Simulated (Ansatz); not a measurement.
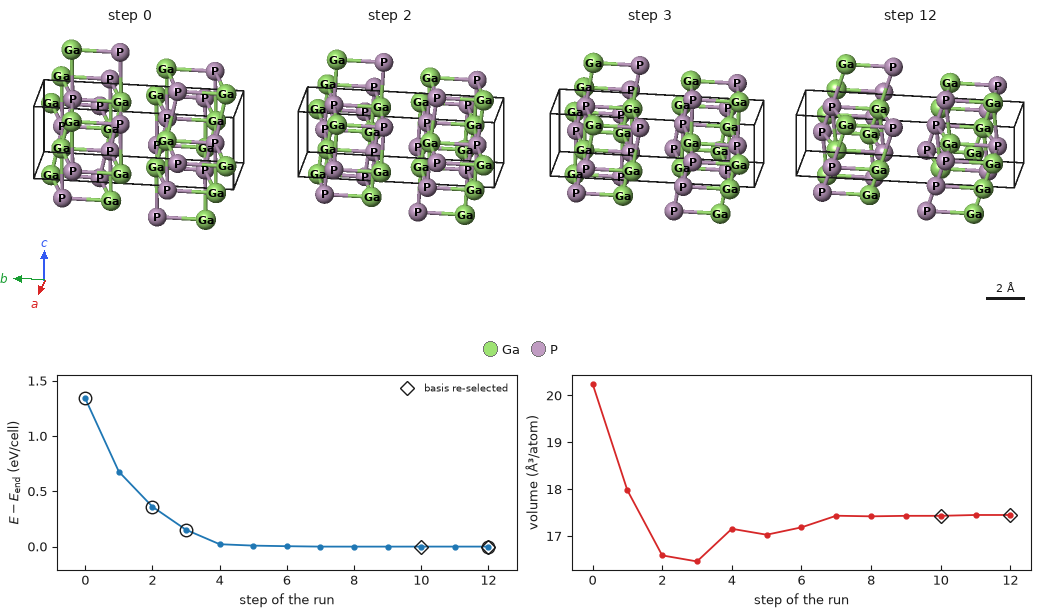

Frames of a relaxation of crystalline GaP (built on the TlCl-63 type type), marked on the history of the run. The picture is a ball-and-stick view of the conventional cell (2 times the calculation's cell), seen from a free direction. Lengths and directions refer to the drawn axes.

Theory: DFT, PBEsol, plane waves, PAW in Ansatz. (plane-wave cutoff 420 eV; k-point mesh 6 × 6 × 6; occupations fermi dirac; smearing width 0.03 eV; no spin polarisation; cell and atoms relaxed; force threshold 0.01 eV/Å; at most 120 steps)

Q: Describe the path.

A: The largest moves relative to the cell, 0.58 Å, are those of Ga atoms. Largest moves by element: Ga 0.58 Å, P 0.27 Å. Cell: a 3.715 → 3.482 Å (−6.3 %), b 10.630 → 11.595 Å (+9.1 %), c 4.103 → 3.458 Å (−15.7 %). Volume −13.8 %. Near-neighbour distances that change, for instance: Ga–P 2.786 → 2.504 Å, Ga–P 2.587 → 2.518 Å. Bond angles that change, for instance: Ga–P–Ga 96.6° → 78.5°, P–Ga–P 83.4° → 101.5°, P–Ga–P 166.7° → 157.0°. The space group stays Cmcm (No. 63). Over 10 accepted moves (12 points after the start) the energy falls by 1.340 eV per cell of the calculation. Largest force component: 0.6 eV/Å at the start, 0.0044 eV/Å at the end. The pressure goes from −11.71 to 0.02 GPa. At 2 points the geometry stayed and the basis and grid were re-selected for the new cell (energy shift of 0.3 meV per cell of the calculation at most each time). Cost: 27 s on 2 threads of AMD EPYC 7R13 Processor (Zen 3), with other jobs on the host, peak memory 0.58 GiB. From step 0 to 2: Ga atoms move most (0.13 Å), volume −18.1 %, energy −0.980 eV per cell of the calculation. From step 2 to 3: Ga atoms move most (0.19 Å), volume −0.8 %, energy −0.209 eV per cell of the calculation. From step 3 to 12: Ga atoms move most (0.23 Å), volume +6.0 %, energy −0.152 eV per cell of the calculation.

```tsv
step	E − E(0), meV/atom	largest force component, eV/Å	pressure, GPa	volume, Å³/atom	note
0	0.00	0.6003	-11.71	20.253	
1	-165.58	0.4504	-6.46	17.978	
2	-244.90	0.3124	0.55	16.589	
3	-297.08	0.4138	4.09	16.460	
4	-329.70	0.1126	-0.68	17.156	
5	-332.87	0.0920	1.14	17.030	
6	-334.18	0.0582	0.86	17.187	
7	-335.12	0.0224	-0.09	17.435	
8	-335.15	0.0021	0.03	17.422	
9	-335.15	0.0007	-0.01	17.433	
10	-335.08	0.0006	0.02	17.433	same geometry, new basis
11	-335.08	0.0044	0.02	17.451	
12	-335.09	0.0044	0.02	17.451	same geometry, new basis
```
